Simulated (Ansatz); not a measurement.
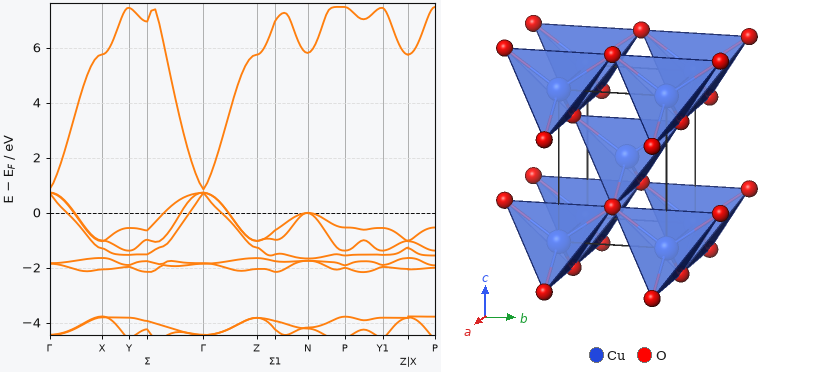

Band structure, beside the structure. Energies are counted from the Fermi level.

System: tetragonally strained zincblende CuO, space group I-4m2 (No. 119), 2 atoms in the primitive cell; a = 3.291 Å, c = 4.608 Å (tetragonal axes).

Level of theory: PBE, Ansatz PAW, no spin polarisation, no spin-orbit coupling, 8×8×8 k mesh, 420 eV cutoff, Fermi-Dirac smearing of 0.05 eV; code Ansatz 0.2.0.

Question: Is there a gap at the Fermi level?

Answer: A metal: 3 bands cross the Fermi level along this path.

An odd number of electrons without spin polarisation forces a metal; a magnetic or distorted state may lie lower. The run has no spin polarisation, though such a crystal can be magnetic. Semilocal functionals often make such compounds metallic where correlation or magnetic order opens a gap, which also shifts bond lengths. The k mesh is thin for a metal, so its Fermi level is uncertain by some hundredths of an eV. The cell is under a strain of −1 % (uniaxial). The cell is at −9 GPa in this functional. Most measured crystals of this composition in the Crystallography Open Database have another space group (No. 15). The cell was built from a pattern and not relaxed, so its bond lengths can be off. In reduced coordinates of the cell that was run, X is (0, 0.5, 0.5), Y is (0.255, 0.5, 0.755), Σ is (0.378, 0.378, 0.755), Z is (−0.5, −0.5, 0), Σ1 is (−0.378, −0.378, 0.245), N is (0, 0, 0.5), P is (−0.25, 0.25, 0.5) and Y1 is (−0.5, −0.255, 0.245).
